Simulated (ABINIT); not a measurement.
Bi2Te3: geometry relaxation (part 1 of 2)

- system: Bi2Te3 (R-3m, 5 atoms in the cell)
- method: Kohn-Sham DFT of a periodic cell, LDA, JTH PAW LDA v2.0 (ABINIT 10.8.3)

The structure derives from an entry of the Crystallography Open Database. The run did not end well.

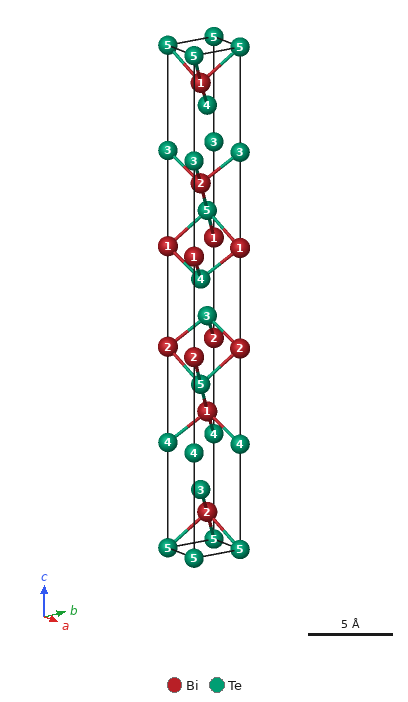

**Figure 1.** The starting structure (ball-and-stick view of the cell 3 times as large as that of the calculation, set on its symmetry axes, seen slightly off an axis; atoms are numbered from 1 in the order of the input).

Input file:
```
# Pseudopotentials
pp_dirpath "./"
pseudos "Bi.LDA_PW-JTH.xml, Te.LDA_PW-JTH.xml"

# Structure
acell 3*1.0 Angstrom
rprim
     2.1930000000     1.2661291403    10.1656666667
    -2.1930000000     1.2661291403    10.1656666667
     0.0000000000    -2.5322582807    10.1656666667
ntypat 2
znucl 83 52
natom 5
typat 1 1 2 2 2
chkprim 0
chksymtnons 0
tolsym 1.0e-6
xred
   0.6000000000   0.6000000000   0.6000000000
   0.4000000000   0.4000000000   0.4000000000
   0.7905000000   0.7905000000   0.7905000000
   0.2095000000   0.2095000000   0.2095000000
            0.0            0.0            0.0

# Plane-wave basis
ecut 15.0
pawecutdg 30.0
ecutsm 0.5

# k points
kptopt 1
ngkpt 5 5 5
nshiftk 1
shiftk 0.0 0.0 0.0

# Exchange and correlation
ixc 7

# Bands and occupations
nband 29
occopt 3
tsmear 0.00183747

# SCF cycle
nstep 80
tolvrs 1.0e-10

# Output
iomode 3
prteig 0
prtebands 0
prtwf 0
prtden 0

# Relaxation
ionmov 2
optcell 2
ntime 50
tolmxf 2.0e-5
dilatmx 1.08
```

Hardware: 1 thread of Arm Neoverse V1, 24 GiB of memory available, shared host.

Launch command:
```bash
abinit run.abi > log 2>&1
```

Log:
```
.Version 10.8.3 of ABINIT
 Symmetries : space group R-3 m (#166); Bravais hR (rhombohedral)
================================================================================
 Values of the parameters that define the memory need of the present run
     intxc =       0    ionmov =       2      iscf =      17    lmnmax =      18
     lnmax =       6     mgfft =      80  mpssoang =       3    mqgrid =    3001
     natom =       5  nloc_mem =       2    nspden =       1   nspinor =       1
    nsppol =       1      nsym =      12    n1xccc =       1    ntypat =       2
    occopt =       3   xclevel =       1
       mpw =        4017          nfft =      512000          nkpt =          19
 PAW method is used; the additional fine FFT grid is defined by:
   mgfftf=       108    nfftf =   1259712
================================================================================
================================================================================

--------------------------------------------------------------------------------
------------- Echo of variables that govern the present computation ------------
--------------------------------------------------------------------------------
 -outvars: echo values of preprocessed input variables --------
            acell      1.8897261259E+00  1.8897261259E+00  1.8897261259E+00 Bohr
              amu      2.08980370E+02  1.27600000E+02
          chkprim           0
      chksymtnons           0
          dilatmx      1.08000000E+00
             ecut      1.50000000E+01 Hartree
           ecutsm      5.00000000E-01 Hartree
           ionmov           2
              ixc           7
         kptrlatt        5    0    0      0    5    0      0    0    5
          kptrlen      4.14416939E+01
            natom           5
            nband          29
            ngfft          80      80      80
          ngfftdg         108     108     108
             nkpt          19
            nstep          80
             nsym          12
            ntime          50
           ntypat           2
           occopt           3
          optcell           2
        pawecutdg      3.00000000E+01 Hartree
           prtden           0
        prtebands           0
           prteig           0
            prtwf           0
            rprim      2.1930000000E+00  1.2661291403E+00  1.0165666667E+01
                      -2.1930000000E+00  1.2661291403E+00  1.0165666667E+01
                       0.0000000000E+00 -2.5322582807E+00  1.0165666667E+01
          spgroup         166
           tolmxf      2.00000000E-05
           tolsym      1.00000000E-06
           tolvrs      1.00000000E-10
           tsmear      1.83747000E-03 Hartree
            typat      1  1  2  2  2
           useylm           1
           xangst     -4.8694381860E-17 -6.0000156145E-11  1.8298200000E+01
                       1.6619532651E-16 -4.0000338378E-11  1.2198800000E+01
                      -2.8995896552E-17 -7.9050626299E-11  2.4107878500E+01
                       7.7158843879E-17 -2.0950197659E-11  6.3891215000E+00
                       0.0000000000E+00  0.0000000000E+00  0.0000000000E+00
            xcart     -9.2019045586E-17 -1.1338386263E-10  3.4578586597E+01
                       3.1406365051E-16 -7.5589684478E-11  2.3052391065E+01
                      -5.4794303259E-17 -1.4938403379E-10  4.5557287842E+01
                       1.4580908312E-16 -3.9590135859E-11  1.2073689820E+01
                       0.0000000000E+00  0.0000000000E+00  0.0000000000E+00
             xred      6.0000000000E-01  6.0000000000E-01  6.0000000000E-01
                       4.0000000000E-01  4.0000000000E-01  4.0000000000E-01
                       7.9050000000E-01  7.9050000000E-01  7.9050000000E-01
                       2.0950000000E-01  2.0950000000E-01  2.0950000000E-01
                       0.0000000000E+00  0.0000000000E+00  0.0000000000E+00
            znucl       83.00000   52.00000

================================================================================

 chkinp: Checking input parameters for consistency.

================================================================================
== DATASET  1 ==================================================================

--- !DatasetInfo
iteration_state: {dtset: 1, }
dimensions: {natom: 5, nkpt: 19, mband: 29, nsppol: 1, nspinor: 1, nspden: 1, mpw: 4017, }
cutoff_energies: {ecut:  15.0, pawecutdg:  30.0, }
electrons: {nelect:   4.80000000E+01, charge:   0.00000000E+00, occopt:   3.00000000E+00, tsmear:   1.83747000E-03, }
meta: {optdriver: 0, ionmov: 2, optcell: 2, iscf: 17, paral_kgb: 0, }
...

 Exchange-correlation functional for the present dataset will be:
  LDA: Perdew-Wang 92 LSD fit to Ceperley-Alder data - ixc=7
  J.P.Perdew and Y.Wang, PRB 45, 13244 (1992)

 Real(R)+Recip(G) space primitive vectors, cartesian coordinates (Bohr,Bohr^-1):
 R(1)=  4.1441694  2.3926373 19.2103259  G(1)=  0.1206514  0.0696581  0.0173518
 R(2)= -4.1441694  2.3926373 19.2103259  G(2)= -0.1206514  0.0696581  0.0173518
 R(3)=  0.0000000 -4.7852746 19.2103259  G(3)=  0.0000000 -0.1393163  0.0173518
 Unit cell volume ucvol=  1.1428793E+03 bohr^3
 Angles (23,13,12)=  2.41661116E+01  2.41661116E+01  2.41661116E+01 degrees

 Coarse grid specifications (used for wave-functions):

 getcut: wavevector=  0.0000  0.0000  0.0000  ngfft=  80  80  80
         ecut(hartree)=     17.496   => boxcut(ratio)=   2.14742

 Fine grid specifications (used for densities):

 getcut: wavevector=  0.0000  0.0000  0.0000  ngfft= 108 108 108
         ecut(hartree)=     34.992   => boxcut(ratio)=   2.04885

--- Pseudopotential description ------------------------------------------------
- pspini: atom type   1  psp file is ./Bi.LDA_PW-JTH.xml
 Pseudopotential format is: paw10
 basis_size (lnmax)=  6 (lmn_size= 18), orbitals=   0   0   1   1   2   2
 Spheres core radius: rc_sph= 2.41230754
 Shapefunction is BESSEL type: shapef(r,l)=aa(1,l)*jl(q(1,l)*r)+aa(2,l)*jl(q(2,l)*r)
 Radius for shape functions =  2.20555141
 Compensation charge density is not taken into account in XC energy/potential

- pspini: atom type   2  psp file is ./Te.LDA_PW-JTH.xml
 Pseudopotential format is: paw10
 basis_size (lnmax)=  4 (lmn_size=  8), orbitals=   0   0   1   1
 Spheres core radius: rc_sph= 2.31107438
 Shapefunction is SIN type: shapef(r)=[sin(pi*r/rshp)/(pi*r/rshp)]**2
 Radius for shape functions =  2.10488624
 Compensation charge density is not taken into account in XC energy/potential

   1.82301674E+04                                ecore*ucvol(ha*bohr**3)
--------------------------------------------------------------------------------

================================================================================

=== [ionmov= 2] Broyden-Fletcher-Goldfarb-Shanno method (forces)
================================================================================

--- Iteration: ( 1/50) Internal Cycle: (1/1)
--------------------------------------------------------------------------------

---SELF-CONSISTENT-FIELD CONVERGENCE--------------------------------------------

--- !BeginCycle
iteration_state: {dtset: 1, itime: 1, icycle: 1, }
solver: {iscf: 17, nstep: 80, nline: 4, wfoptalg: 10, }
tolerances: {tolvrs: 1.00E-10, }
...

     iter   Etot(hartree)      deltaE(h)  residm     nres2
 ETOT  1  -168.33430341131    -1.683E+02 1.092E+00 1.035E+01
 ETOT  2  -170.06223106513    -1.728E+00 3.265E-02 8.918E+00
 ETOT  3  -170.04903403683     1.320E-02 6.077E-02 1.642E+00
 ETOT  4  -170.04878030667     2.537E-04 3.437E-03 2.650E-01
 ETOT  5  -170.04873992238     4.038E-05 2.814E-03 6.124E-03
 ETOT  6  -170.04882423484    -8.431E-05 2.263E-03 3.750E-03
 ETOT  7  -170.04882484708    -6.122E-07 3.494E-03 1.009E-03
 ETOT  8  -170.04882375066     1.096E-06 8.758E-04 1.641E-04
 ETOT  9  -170.04882362225     1.284E-07 5.030E-04 1.081E-05
 ETOT 10  -170.04882362998    -7.731E-09 3.535E-04 4.428E-06
 ETOT 11  -170.04882362495     5.027E-09 2.375E-04 8.311E-07
 ETOT 12  -170.04882362464     3.105E-10 1.307E-04 2.058E-07
 ETOT 13  -170.04882362456     7.782E-11 1.080E-04 3.613E-08
 ETOT 14  -170.04882362451     4.934E-11 7.734E-05 2.115E-09
 ETOT 15  -170.04882362451    -3.126E-13 1.134E-04 1.076E-09
 ETOT 16  -170.04882362452    -2.416E-12 8.854E-05 1.643E-10
 ETOT 17  -170.04882362451     2.018E-12 1.238E-04 1.784E-11

 At SCF step   17       nres2   =  1.78E-11 < tolvrs=  1.00E-10 =>converged.

 Cartesian components of stress tensor (hartree/bohr^3)
  sigma(1 1)=  5.68615741E-05  sigma(3 2)=  4.59507080E-14
  sigma(2 2)=  5.68615741E-05  sigma(3 1)=  0.00000000E+00
  sigma(3 3)=  7.32621664E-05  sigma(2 1)=  0.00000000E+00

--- !ResultsGS
iteration_state: {dtset: 1, itime: 1, icycle: 1, }
comment   : Summary of ground state results
lattice_vectors:
- [  4.1441694,   2.3926373,  19.2103259, ]
- [ -4.1441694,   2.3926373,  19.2103259, ]
- [  0.0000000,  -4.7852746,  19.2103259, ]
lattice_lengths: [  19.79736,   19.79736,   19.79736, ]
lattice_angles: [ 24.166,  24.166,  24.166, ] # degrees, (23, 13, 12)
lattice_volume:   1.1428793E+03
convergence: {deltae:  2.018E-12, res2:  1.784E-11, residm:  1.238E-04, diffor: null, }
etotal    :  -1.70048824E+02
entropy   :   0.00000000E+00
fermie    :  -6.18437459E-02
cartesian_stress_tensor: # hartree/bohr^3
- [  5.68615741E-05,   0.00000000E+00,   0.00000000E+00, ]
- [  0.00000000E+00,   5.68615741E-05,   4.59507080E-14, ]
- [  0.00000000E+00,   4.59507080E-14,   7.32621664E-05, ]
pressure_GPa:  -1.8338E+00
xred      :
- [  6.0000E-01,   6.0000E-01,   6.0000E-01, Bi]
- [  4.0000E-01,   4.0000E-01,   4.0000E-01, Bi]
- [  7.9050E-01,   7.9050E-01,   7.9050E-01, Te]
- [  2.0950E-01,   2.0950E-01,   2.0950E-01, Te]
- [  0.0000E+00,   0.0000E+00,   0.0000E+00, Te]
cartesian_forces: # hartree/bohr
- [  3.52759146E-19,   5.55279310E-19,  -9.07689458E-04, ]
- [  3.16990881E-19,   1.38610080E-19,   9.07689458E-04, ]
- [ -1.25029120E-18,  -1.15385993E-18,  -3.32017747E-03, ]
- [  2.45666157E-19,   1.13025843E-19,   3.32017747E-03, ]
- [  3.34875013E-19,   3.46944695E-19,  -0.00000000E+00, ]
force_length_stats: {min:   4.82194873E-19, max:   3.32017747E-03, mean:   1.69114677E-03, }
...

 Integrated electronic density in atomic spheres:
 ------------------------------------------------
 Atom  Sphere_radius  Integrated_density
    1        2.41231         12.09990576
    2        2.41231         12.09990576
    3        2.31107          3.10370698
    4        2.31107          3.10370698
    5        2.31107          3.13882043

---OUTPUT-----------------------------------------------------------------------

 Cartesian coordinates (xcart) [bohr]
 -9.20190455858842E-17 -1.13383862626057E-10  3.45785865971992E+01
  3.14063650510915E-16 -7.55896844775440E-11  2.30523910647994E+01
 -5.47943032591804E-17 -1.49384033786467E-10  4.55572878418099E+01
  1.45809083122498E-16 -3.95901358594503E-11  1.20736898201887E+01
  0.00000000000000E+00  0.00000000000000E+00  0.00000000000000E+00
 Reduced coordinates (xred)
  6.00000000000000E-01  6.00000000000000E-01  6.00000000000000E-01
  4.00000000000000E-01  4.00000000000000E-01  4.00000000000000E-01
  7.90500000000000E-01  7.90500000000000E-01  7.90500000000000E-01
  2.09500000000000E-01  2.09500000000000E-01  2.09500000000000E-01
  0.00000000000000E+00  0.00000000000000E+00  0.00000000000000E+00
 Cartesian forces (fcart) [Ha/bohr]; max,rms= 3.32018E-03 1.25685E-03 (free atoms)
  3.52759145967512E-19  5.55279310455384E-19 -9.07689458435767E-04
  3.16990880540540E-19  1.38610079935339E-19  9.07689458435767E-04
 -1.25029119639033E-18 -1.15385992844964E-18 -3.32017746806262E-03
  2.45666156628251E-19  1.13025842863555E-19  3.32017746806262E-03
  3.34875013254026E-19  3.46944695195361E-19 -0.00000000000000E+00
 Gradient of E wrt nuclear positions in reduced coordinates (gred)
  1.74370103010478E-02  1.74370103010478E-02  1.74370103010478E-02
 -1.74370103010478E-02 -1.74370103010478E-02 -1.74370103010478E-02
  6.37816911652626E-02  6.37816911652626E-02  6.37816911652625E-02
 -6.37816911652626E-02 -6.37816911652626E-02 -6.37816911652626E-02
 -2.21789160481589E-18  5.57665956747004E-19  1.66022564813445E-18
 Scale of Primitive Cell (acell) [bohr]
  1.88972612590778E+00  1.88972612590778E+00  1.88972612590778E+00
 Real space primitive translations (rprimd) [bohr]
  4.14416939411577E+00  2.39263731519807E+00  1.92103258873329E+01
 -4.14416939411577E+00  2.39263731519807E+00  1.92103258873329E+01
  0.00000000000000E+00 -4.78527463058511E+00  1.92103258873329E+01
 Unitary Cell Volume (ucvol) [Bohr^3]=  1.14287926483991E+03
 Angles (23,13,12)= [degrees]
  2.41661116378548E+01  2.41661116378548E+01  2.41661116378622E+01
 Lengths [Bohr]
  1.97973602782476E+01  1.97973602782476E+01  1.97973602782708E+01
 Stress tensor in cartesian coordinates (strten) [Ha/bohr^3]
  5.68615740764375E-05  0.00000000000000E+00  0.00000000000000E+00
  0.00000000000000E+00  5.68615740656874E-05  4.59507080268511E-14
  0.00000000000000E+00  4.59507080268511E-14  7.32621663891587E-05
 Total energy (etotal) [Ha]= -1.70048823624514E+02

--- Iteration: ( 2/50) Internal Cycle: (1/1)
--------------------------------------------------------------------------------

---SELF-CONSISTENT-FIELD CONVERGENCE--------------------------------------------

--- !BeginCycle
iteration_state: {dtset: 1, itime: 2, icycle: 1, }
solver: {iscf: 17, nstep: 80, nline: 4, wfoptalg: 10, }
tolerances: {tolvrs: 1.00E-10, }
...
```
